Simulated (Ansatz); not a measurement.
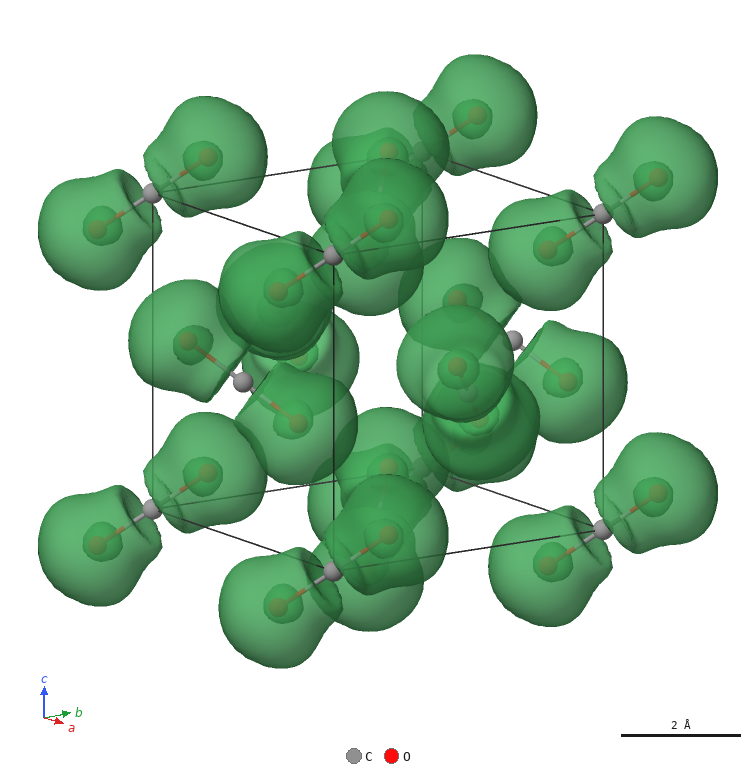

Figure 1: CO2. Isosurface of the ELF at 0.65 (green), seen at an oblique angle. Only the valence region is drawn (cores and ρ < 0.01 e/Å³ removed). Sticks mark near contacts.

Space group Pa-3; computed pressure about 2 GPa in this cell.

Computed with Ansatz, DFT, PBE, plane-wave PAW, default files, scalar-relativistic, frozen cores not responding.

Core electrons are frozen (PAW), and the valence fields are smoothed inside the atomic spheres.

Q: Describe the localisation domains.

A: The surface consists of eight regions wrapped around O (the valence shell of each), counted in one cell of 12 atoms. Any copies at cell faces, edges or corners count once.

Values along the shortest contacts:
C–O (1.17 Å): the ELF peaks at about 0.80 between the atoms (inside overlapping PAW spheres, so only a guide) (a multiple bond).
